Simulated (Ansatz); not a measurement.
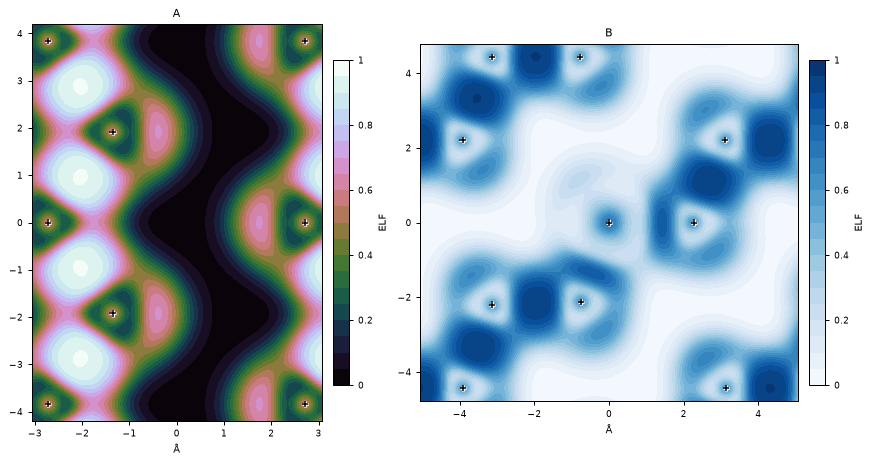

The electron localisation function of 2 systems, each on a plane through atoms (crosses mark nuclei in the plane).

All numbers below come from DFT PBEsol, scalar-relativistic, plane waves, PAW (Ansatz 0.2.0).

System 1: Si, the (110) plane of the conventional cell. Space group Fd-3m; a structure from a database of computed crystals, not necessarily the ambient phase.

```
Si
1.0
     5.43383    0.00000    0.00000
     0.00000    5.43383    0.00000
     0.00000    0.00000    5.43383
Si
8
Direct
  0.75000 0.25000 0.25000
  0.25000 0.75000 0.25000
  0.25000 0.25000 0.75000
  0.75000 0.75000 0.75000
  0.50000 0.00000 0.00000
  0.00000 0.50000 0.00000
  0.00000 0.00000 0.50000
  0.50000 0.50000 0.50000
```

System 2: Si₃₁Ni (cell charge +1, with a compensating background) (cell with a defect), the (101̄) plane of the calculation cell. Spin-polarised.

> Which map belongs to which system?

Panel A is system 1, Si: the plane holds Si. Si–Si (2.35 Å): the ELF peaks at about 0.95 between the atoms; localised, covalent bonding. Panel B is system 2, Si₃₁Ni: the plane holds Ni and Si. Si–Ni (2.27 Å): the ELF peaks at about 0.85 in the valence shell of Si, 0.8 Å from its nucleus, and is about 0.60 at the midpoint.
